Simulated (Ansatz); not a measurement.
# Calculations on GeS and related structures

Part 1: Relaxation

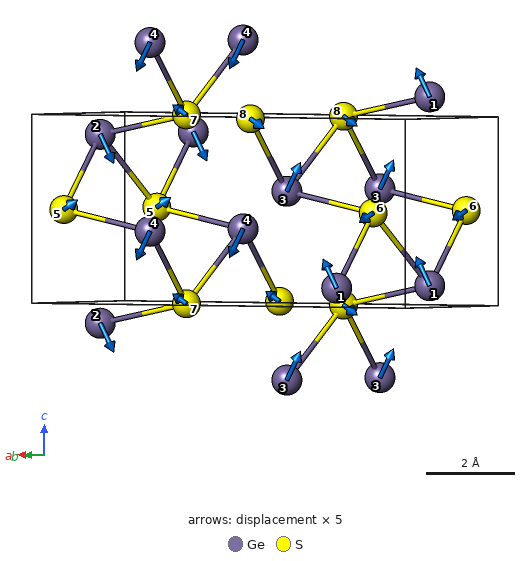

This is a relaxation of solid GeS (set up in Pnma). The starting structure is drawn; blue arrows show the displacements (the part carried along by the change of the cell is left out), magnified 5 times.

Style: ball-and-stick. Shown: the cell of the calculation, from a free direction.

The calculation used Ansatz 0.2.0, DFT r2SCAN, scalar-relativistic, plane waves, PAW. (plane-wave cutoff 500 eV; k-point mesh 4 × 8 × 6; occupations gaussian; smearing width 0.02 eV; no spin polarisation; cell and atoms relaxed; force threshold 0.005 eV/Å; at most 80 steps)

What happened in the run?

Answer. The largest moves relative to the cell, 0.16 Å, are those of Ge1, Ge2, Ge3 and Ge4. Ge4 goes roughly along [1 0 −3]. Largest moves by element: Ge 0.16 Å, S 0.09 Å. The volume changes by +7.9 %, with a 10.440 → 10.832 Å (+3.8 %), b 3.650 → 3.590 Å (−1.7 %), c 4.300 → 4.547 Å (+5.7 %). Some distances before and after: Ge1–S6 2.497 → 2.420 Å, Ge1–S8 2.457 → 2.440 Å. Among the angles between lasting bonds that change: Ge2–S7–Ge4 103.8° → 107.5°, S5–Ge2–S7 91.0° → 93.8°. The space group stays Pnma (No. 62). After 7 accepted moves (8 points after the start) the energy has fallen by 28.1 meV per atom. The largest force component goes from 0.55 to 0.0027 eV/Å. Pressure: −0.85 GPa at the start and 0.01 GPa at the end. At 1 point the geometry stayed and the basis and grid were re-selected for the new cell (energy shift of 0.4 meV per atom at most each time).

Limits of the set-up: layers or molecules are held without a dispersion correction, so their spacing is unreliable.

Part 2: Relaxation

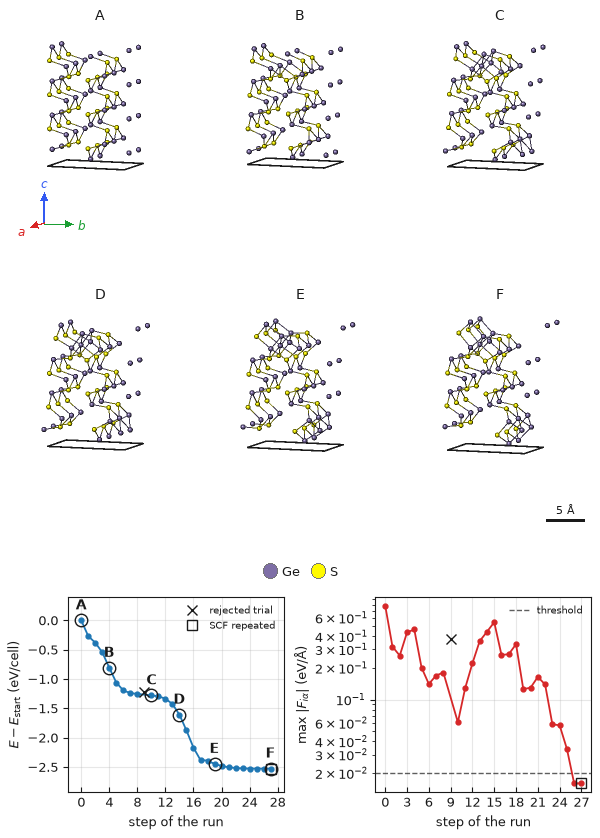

Frames of a relaxation of a slab of composition Ge$_{7}$S$_{6}$ (cut from the Pnma phase), marked on the history of the run. The picture is a ball-and-stick view of the 2 × 1 repeat of the cell, outlined in the plane, without the vacuum (origin shifted), seen slightly off an axis.

Case: (0 0 1) slab, atoms relaxed. The slab is the (0 0 1) face of GeS.

Method: DFT r2SCAN, scalar-relativistic, plane waves, PAW (Ansatz). (plane-wave cutoff 500 eV; k-point mesh 8 × 3 × 1; occupations gaussian; smearing width 0.05 eV; no spin polarisation; dipole correction; atoms relaxed in a fixed cell; force threshold 0.02 eV/Å; at most 60 steps)

> What happens along the run?

The energy falls by 2.526 eV per cell of the calculation in 25 accepted moves (27 points after the start). Largest force component: 0.78 eV/Å at the start, 0.016 eV/Å at the end. The line search rejected the trial step at point 9 of the run. 1 step only repeated the SCF at the same geometry. The largest moves relative to the layer's centre, 2.66 Å, are those of Ge atoms. By element the largest moves are Ge 2.66 Å, S 1.61 Å. The cell doesn't change. Some distances before and after: Ge–Ge 5.515 → 2.600 Å, Ge–Ge 3.529 → 2.497 Å, Ge–S 3.519 → 2.710 Å, Ge–S 2.440 → 2.275 Å. New bonds form, among them: Ge–S (3.52 → 2.71 Å). Among the angles between lasting bonds that change: Ge–S–Ge 107.5° → 120.0°, Ge–S–Ge 107.5° → 97.5°, Ge–S–Ge 107.5° → 114.6°. The run took 51 min on 4 threads of Intel(R) Xeon(R) Platinum 8259CL CPU @ 2.50GHz (Skylake/Cascade Lake) (shared host), peak memory 6.5 GiB. From step 0 to 4: Ge atoms move most (0.68 Å), energy −0.809 eV per cell of the calculation. From step 4 to 10: S atoms move most (0.57 Å), energy −0.469 eV per cell of the calculation. From step 10 to 14: Ge atoms move most (0.63 Å), energy −0.329 eV per cell of the calculation. From step 14 to 19: Ge atoms move most (0.75 Å), energy −0.839 eV per cell of the calculation. From step 19 to 27: Ge atoms move most (0.69 Å), energy −79.7 meV per cell of the calculation.

```csv
step,"E − E(0), meV/atom","largest force component, eV/Å",note
0,0.00,0.7838,
1,-10.33,0.3191,
2,-14.60,0.2622,
3,-20.93,0.4354,
4,-31.12,0.4656,
5,-40.77,0.2019,
6,-45.90,0.1409,
7,-47.64,0.1696,
8,-48.15,0.1811,
9,-46.97,0.3796,rejected
10,-49.14,0.0609,
11,-49.75,0.1286,
12,-51.28,0.2215,
13,-54.80,0.3605,
14,-61.81,0.4420,
15,-72.13,0.5455,
16,-83.42,0.2662,
17,-91.55,0.2704,
18,-91.87,0.3369,
19,-94.09,0.1258,
20,-95.40,0.1299,
21,-96.27,0.1645,
22,-96.74,0.1394,
23,-97.03,0.0583,
24,-97.11,0.0570,
25,-97.13,0.0340,
26,-97.15,0.0160,
27,-97.15,0.0160,"same geometry, SCF repeated"
```

Part 3: A change

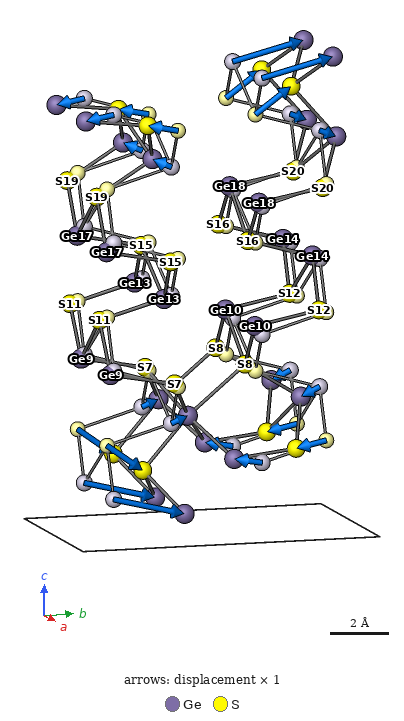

A (0 0 1) slab of GeS as cut from the relaxed bulk, drawn pale, and a changed version of it, drawn solid. The blue arrows show how the atoms are displaced, at true length. A ball-and-stick model of the 2 × 1 repeat of the cell, outlined in the plane, without the vacuum, seen slightly off an axis.

Theory: Ansatz, DFT r2SCAN, scalar-relativistic, plane waves, PAW. Settings: plane-wave cutoff 500 eV; occupations gaussian; no spin polarisation. The k-mesh is chosen for each cell (4×8×6, 8×3×1). Smearing widths differ between the runs.

Describe the change and its computed effect.

Answer. The atoms of the slab are relaxed at the bulk's in-plane cell. The slab isn't stoichiometric; relaxing it gains 0.523 J/m². The top spacing, between the Ge and Ge planes, goes from 1.04 to 1.86 Å (+79.1 %), the bottom one (Ge to Ge) from 1.04 to 1.86 Å (+79.1 %). The work function of the top face goes from 3.80 to 4.11 eV. The cell stays as it was. The largest moves relative to the layer's centre, 2.66 Å, are those of Ge atoms. Largest moves by element: Ge 2.66 Å, S 1.61 Å. Near-neighbour distances before and after: Ge–Ge 3.529 → 2.497 Å, Ge–S 3.519 → 2.710 Å, Ge–S 2.440 → 2.275 to 2.484 Å, Ge–S 2.420 → 2.423 to 2.540 Å. New contacts form: Ge–S (3.52 → 2.71 Å).

Limits of the set-up: layers or molecules are held without a dispersion correction, so their spacing is unreliable.
